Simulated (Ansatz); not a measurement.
**Sn₆₄: geometry relaxation (part 2 of 2)**

Continued. System: Sn₆₄ (Fd-3m, 64 atoms in the cell). Method: DFT, PBEsol, PAW, plane waves (Ansatz 0.2.0); cutoff 420 eV, 1×1×1 k-mesh, Fermi–Dirac smearing of 0.01 eV. The structure was built on a prototype by a generator.

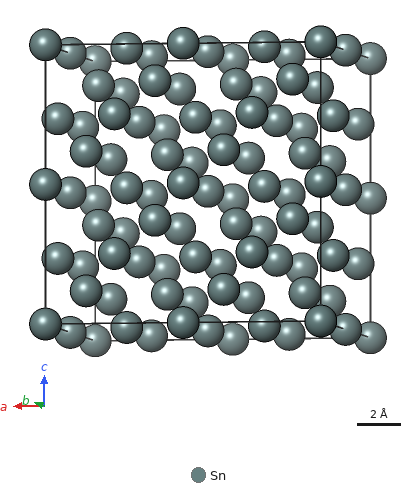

The structure as given in the input (spheres-only view of the cell of the calculation, seen at an oblique angle).

Output, continued:
```
--- Forces (eV/Å), atoms counted from 1 ---
  atom   1  Sn     0.00000000    -0.00000000    -0.00000000
  atom   2  Sn     0.00000000     0.00000000    -0.00000000
  atom   3  Sn     0.00000000     0.00000000    -0.00000000
  atom   4  Sn     0.00000000     0.00000000    -0.00000000
  atom   5  Sn     0.00000000     0.00000000     0.00000000
  atom   6  Sn     0.00000000    -0.00000000    -0.00000000
  atom   7  Sn     0.00000000    -0.00000000    -0.00000000
  atom   8  Sn     0.00000000     0.00000000    -0.00000000
  atom   9  Sn     0.00000000     0.00000000     0.00000000
  atom  10  Sn     0.00000000     0.00000000     0.00000000
  atom  11  Sn     0.00000000     0.00000000     0.00000000
  atom  12  Sn    -0.00000000     0.00000000     0.00000000
  atom  13  Sn     0.00000000     0.00000000     0.00000000
  atom  14  Sn     0.00000000     0.00000000     0.00000000
  atom  15  Sn     0.00000000     0.00000000     0.00000000
  atom  16  Sn     0.00000000     0.00000000     0.00000000
  atom  17  Sn     0.00000000    -0.00000000    -0.00000000
  atom  18  Sn     0.00000000    -0.00000000    -0.00000000
  atom  19  Sn     0.00000000    -0.00000000    -0.00000000
  atom  20  Sn    -0.00000000    -0.00000000    -0.00000000
  atom  21  Sn     0.00000000    -0.00000000    -0.00000000
  atom  22  Sn     0.00000000    -0.00000000    -0.00000000
  atom  23  Sn     0.00000000    -0.00000000    -0.00000000
  atom  24  Sn     0.00000000    -0.00000000    -0.00000000
  atom  25  Sn     0.00000000    -0.00000000     0.00000000
  atom  26  Sn     0.00000000     0.00000000     0.00000000
  atom  27  Sn     0.00000000    -0.00000000     0.00000000
  atom  28  Sn     0.00000000     0.00000000     0.00000000
  atom  29  Sn     0.00000000    -0.00000000     0.00000000
  atom  30  Sn     0.00000000     0.00000000     0.00000000
  atom  31  Sn     0.00000000    -0.00000000     0.00000000
  atom  32  Sn     0.00000000    -0.00000000     0.00000000
  atom  33  Sn     0.00000000     0.00000000    -0.00000000
  atom  34  Sn     0.00000000     0.00000000    -0.00000000
  atom  35  Sn     0.00000000    -0.00000000    -0.00000000
  atom  36  Sn     0.00000000    -0.00000000    -0.00000000
  atom  37  Sn     0.00000000    -0.00000000    -0.00000000
  atom  38  Sn     0.00000000    -0.00000000    -0.00000000
  atom  39  Sn     0.00000000    -0.00000000    -0.00000000
  atom  40  Sn     0.00000000     0.00000000    -0.00000000
  atom  41  Sn     0.00000000     0.00000000    -0.00000000
  atom  42  Sn     0.00000000     0.00000000    -0.00000000
  atom  43  Sn     0.00000000    -0.00000000    -0.00000000
  atom  44  Sn     0.00000000     0.00000000     0.00000000
  atom  45  Sn     0.00000000     0.00000000     0.00000000
  atom  46  Sn     0.00000000    -0.00000000     0.00000000
  atom  47  Sn     0.00000000     0.00000000     0.00000000
  atom  48  Sn     0.00000000    -0.00000000     0.00000000
  atom  49  Sn     0.00000000    -0.00000000    -0.00000000
  atom  50  Sn     0.00000000    -0.00000000    -0.00000000
  atom  51  Sn    -0.00000000    -0.00000000    -0.00000000
  atom  52  Sn     0.00000000     0.00000000    -0.00000000
  atom  53  Sn     0.00000000     0.00000000    -0.00000000
  atom  54  Sn     0.00000000    -0.00000000     0.00000000
  atom  55  Sn    -0.00000000     0.00000000    -0.00000000
  atom  56  Sn     0.00000000     0.00000000    -0.00000000
  atom  57  Sn     0.00000000     0.00000000    -0.00000000
  atom  58  Sn     0.00000000     0.00000000     0.00000000
  atom  59  Sn     0.00000000     0.00000000    -0.00000000
  atom  60  Sn     0.00000000     0.00000000     0.00000000
  atom  61  Sn     0.00000000     0.00000000    -0.00000000
  atom  62  Sn     0.00000000     0.00000000     0.00000000
  atom  63  Sn     0.00000000     0.00000000    -0.00000000
  atom  64  Sn     0.00000000     0.00000000     0.00000000
  max |Σ_I F_I| component: 4.68e-24 eV/Å
--- Stress (GPa, compression-positive) ---
        0.029485      -0.000000      -0.000000
       -0.000000       0.029485       0.000000
        0.000000       0.000000       0.029485
  P = ⅓ Tr σ = 0.0295 GPa (0.295 kbar)
--- Band table (eV) ---
  k-point 0: bands = ["-14.2092", "-14.2092", "-14.2092", "-14.2092", "-14.2092", "-14.2092", "-14.2092", "-14.2092", "-14.2092", "-14.2092", ... 328 levels left out ..., "-1.1320", "-1.1320", "-1.1320", "-1.1320", "-1.1320", "-1.1320", "-1.1320", "-1.1320", "-1.1320", "-1.1320", "-1.1320", "-1.1320", "-1.1320", "-1.1320", "1.1933", "1.1933", "1.1933", "1.1933", "1.1933", "1.1933", "1.1933", "1.1933", "1.1933", "1.1933", "1.1933", "1.1933", "1.1933", "1.1933", "1.1933",
      "1.1933", "1.1933", "1.1933", "1.1933", "1.1933", "1.1933", "1.1933", "1.1933", "1.1933", "3.3860", "3.3860", "3.3860", "3.3860", "3.3860", "3.3860", "3.3860", "3.3860", "4.5569", "4.5569", "4.5569", "4.5569", "4.5569", "4.5569", "4.5569", "4.5569", "4.5569", "4.5569", "4.5569", "4.5569", "4.5569", "4.5569", "4.5569", "4.5569", "4.5569", "4.5569", "4.5569", "4.5569", "4.5569", "4.5569", "4.5569",
      "4.5569", "5.5584", "5.5584", "5.5584", "5.5584", "5.5584", "5.5584", "5.5584", "5.5584", "5.5584", "5.5584", "5.5584", "5.5584", "5.5584", "5.5584", "5.5584", "5.5584", "5.5584", "5.5584", "5.5584", "5.5584", "5.5584", "5.5584", "5.5584", "5.5584", "6.7774", "6.7774", "6.7774", "6.7774", "6.7774", "6.7774", "6.7774", "6.7774", "6.7774", "6.7774", "6.7774", "6.7774", "6.7774", "6.7774", "6.7774",
      "6.7774", "7.6809", "7.6809", "7.6809", "7.6809", "7.6809", "7.6809", "7.6809", "7.6809", "8.6340", "8.6340", "8.6340", "8.6340", "8.6340", "8.6340", "8.6340", "8.6340", "8.6340", "8.6340", "8.6340", "8.6340", "8.6340", "8.6340", "8.6340", "8.6340", "8.6340", "8.6340", "8.6340", "8.6340", "8.6340", "8.6340", "8.6340", "8.6340", "10.4360", "10.4360", "10.4360", "10.4360", "10.4360", "10.4360", "10.4360",
      "10.4360", "10.4360", "10.4360", "10.4360", "10.4360", "10.4360", "10.4360", "10.4360", "10.4360", "10.6995", "10.6995", "10.6995", "10.6995", "10.6995", "10.6995", "10.6995", "10.6995", "10.6995", "10.6995", "10.6995", "10.6995", "10.6995", "10.6995", "10.6995", "10.6995", "10.6995", "10.6995", "10.6995", "10.6995", "10.6995", "10.6995", "10.6995", "10.6995", "11.7917", "11.7917", "11.7917", "11.7917", "11.7917", "11.7917", "11.7917",
      "11.7917", "11.8745", "11.8745", "11.8745", "11.8745", "11.8745", "11.8745", "11.8745", "11.8745", "11.8745", "11.8745"]
--- Relaxed structure (1 steps of the walk, 1 accepted, 1 SCFs on fresh bases) ---
  F+E_penalty+E_count = -380777.70430055 eV   max|allowed force component| = 1.765e-25 eV/Å   (the final SCF, on the basis selected at the relaxed cell)
  cell:  # Å, volume = 2237.2995 Å³
    - [13.079005, 0.0, 0.0]
    - [0.0, 13.079005, 0.0]
    - [0.0, 0.0, 13.079005]
  atoms:
    - { symbol: Sn, position: [0.0, 0.0, 0.0] }
    - { symbol: Sn, position: [0.0, 0.0, 0.5] }
    - { symbol: Sn, position: [0.0, 0.5, 0.0] }
    - { symbol: Sn, position: [0.0, 0.5, 0.5] }
    - { symbol: Sn, position: [0.5, 0.0, 0.0] }
    - { symbol: Sn, position: [0.5, 0.0, 0.5] }
    - { symbol: Sn, position: [0.5, 0.5, 0.0] }
    - { symbol: Sn, position: [0.5, 0.5, 0.5] }
    - { symbol: Sn, position: [0.125, 0.125, 0.125] }
    - { symbol: Sn, position: [0.125, 0.125, 0.625] }
    - { symbol: Sn, position: [0.125, 0.625, 0.125] }
    - { symbol: Sn, position: [0.125, 0.625, 0.625] }
    - { symbol: Sn, position: [0.625, 0.125, 0.125] }
    - { symbol: Sn, position: [0.625, 0.125, 0.625] }
    - { symbol: Sn, position: [0.625, 0.625, 0.125] }
    - { symbol: Sn, position: [0.625, 0.625, 0.625] }
    - { symbol: Sn, position: [0.25, 0.25, 0.0] }
    - { symbol: Sn, position: [0.25, 0.25, 0.5] }
    - { symbol: Sn, position: [0.25, 0.75, 0.0] }
    - { symbol: Sn, position: [0.25, 0.75, 0.5] }
    - { symbol: Sn, position: [0.75, 0.25, 0.0] }
    - { symbol: Sn, position: [0.75, 0.25, 0.5] }
    - { symbol: Sn, position: [0.75, 0.75, 0.0] }
    - { symbol: Sn, position: [0.75, 0.75, 0.5] }
    - { symbol: Sn, position: [0.375, 0.375, 0.125] }
    - { symbol: Sn, position: [0.375, 0.375, 0.625] }
    - { symbol: Sn, position: [0.375, 0.8750000000000001, 0.125] }
    - { symbol: Sn, position: [0.375, 0.8750000000000001, 0.625] }
    - { symbol: Sn, position: [0.8750000000000001, 0.375, 0.125] }
    - { symbol: Sn, position: [0.8750000000000001, 0.375, 0.625] }
    - { symbol: Sn, position: [0.8750000000000001, 0.8750000000000001, 0.125] }
    - { symbol: Sn, position: [0.8750000000000001, 0.8750000000000001, 0.625] }
    - { symbol: Sn, position: [0.25, 0.0, 0.25] }
    - { symbol: Sn, position: [0.25, 0.0, 0.75] }
    - { symbol: Sn, position: [0.25, 0.5, 0.25] }
    - { symbol: Sn, position: [0.25, 0.5, 0.75] }
    - { symbol: Sn, position: [0.75, 0.0, 0.25] }
    - { symbol: Sn, position: [0.75, 0.0, 0.75] }
    - { symbol: Sn, position: [0.75, 0.5, 0.25] }
    - { symbol: Sn, position: [0.75, 0.5, 0.75] }
    - { symbol: Sn, position: [0.375, 0.125, 0.375] }
    - { symbol: Sn, position: [0.375, 0.125, 0.8750000000000001] }
    - { symbol: Sn, position: [0.375, 0.625, 0.375] }
    - { symbol: Sn, position: [0.375, 0.625, 0.8750000000000001] }
    - { symbol: Sn, position: [0.8750000000000001, 0.125, 0.375] }
    - { symbol: Sn, position: [0.8750000000000001, 0.125, 0.8750000000000001] }
    - { symbol: Sn, position: [0.8750000000000001, 0.625, 0.375] }
    - { symbol: Sn, position: [0.8750000000000001, 0.625, 0.8750000000000001] }
    - { symbol: Sn, position: [0.0, 0.25, 0.25] }
    - { symbol: Sn, position: [0.0, 0.25, 0.75] }
    - { symbol: Sn, position: [0.0, 0.75, 0.25] }
    - { symbol: Sn, position: [0.0, 0.75, 0.75] }
    - { symbol: Sn, position: [0.5, 0.25, 0.25] }
    - { symbol: Sn, position: [0.5, 0.25, 0.75] }
    - { symbol: Sn, position: [0.5, 0.75, 0.25] }
    - { symbol: Sn, position: [0.5, 0.75, 0.75] }
    - { symbol: Sn, position: [0.125, 0.375, 0.375] }
    - { symbol: Sn, position: [0.125, 0.375, 0.8750000000000001] }
    - { symbol: Sn, position: [0.125, 0.8750000000000001, 0.375] }
    - { symbol: Sn, position: [0.125, 0.8750000000000001, 0.8750000000000001] }
    - { symbol: Sn, position: [0.625, 0.375, 0.375] }
    - { symbol: Sn, position: [0.625, 0.375, 0.8750000000000001] }
    - { symbol: Sn, position: [0.625, 0.8750000000000001, 0.375] }
    - { symbol: Sn, position: [0.625, 0.8750000000000001, 0.8750000000000001] }
--- Löwdin populations: 64 sites ---
  site symbol       q [e]
     0     Sn     13.9766
     1     Sn     13.9766
     2     Sn     13.9766
     3     Sn     13.9766
     4     Sn     13.9766
     5     Sn     13.9766
     6     Sn     13.9766
     7     Sn     13.9766
     8     Sn     13.9766
     9     Sn     13.9766
    10     Sn     13.9766
    11     Sn     13.9766
    12     Sn     13.9766
    13     Sn     13.9766
    14     Sn     13.9766
    15     Sn     13.9766
    16     Sn     13.9766
    17     Sn     13.9766
    18     Sn     13.9766
    19     Sn     13.9766
    20     Sn     13.9766
    21     Sn     13.9766
    22     Sn     13.9766
    23     Sn     13.9766
    24     Sn     13.9766
    25     Sn     13.9766
    26     Sn     13.9766
    27     Sn     13.9766
    28     Sn     13.9766
    29     Sn     13.9766
    30     Sn     13.9766
    31     Sn     13.9766
    32     Sn     13.9766
    33     Sn     13.9766
    34     Sn     13.9766
    35     Sn     13.9766
    36     Sn     13.9766
    37     Sn     13.9766
    38     Sn     13.9766
    39     Sn     13.9766
    40     Sn     13.9766
    41     Sn     13.9766
    42     Sn     13.9766
    43     Sn     13.9766
    44     Sn     13.9766
    45     Sn     13.9766
    46     Sn     13.9766
    47     Sn     13.9766
    48     Sn     13.9766
    49     Sn     13.9766
    50     Sn     13.9766
    51     Sn     13.9766
    52     Sn     13.9766
    53     Sn     13.9766
    54     Sn     13.9766
    55     Sn     13.9766
    56     Sn     13.9766
    57     Sn     13.9766
    58     Sn     13.9766
    59     Sn     13.9766
    60     Sn     13.9766
    61     Sn     13.9766
    62     Sn     13.9766
    63     Sn     13.9766
  spilling = 0.001671 (of n_electrons = 896.000000)
```

Key numbers:

```csv
quantity,value
outcome,converged
space group (tolerance 0.01 Å),Fd-3m (227)
electrons treated,896
free energy,−380777.7043 eV
Fermi energy,7.233 eV
pressure,0.03 GPa
largest force (length of the vector) at the end,under 0.001 eV/Å
final cell,"a = 13.079 Å, b = 13.079 Å, c = 13.079 Å, α = 90.00°, β = 90.00°, γ = 90.00°"
wall time,5.8 s (CPU time 7.6 s)
peak memory,2.4 GiB
```
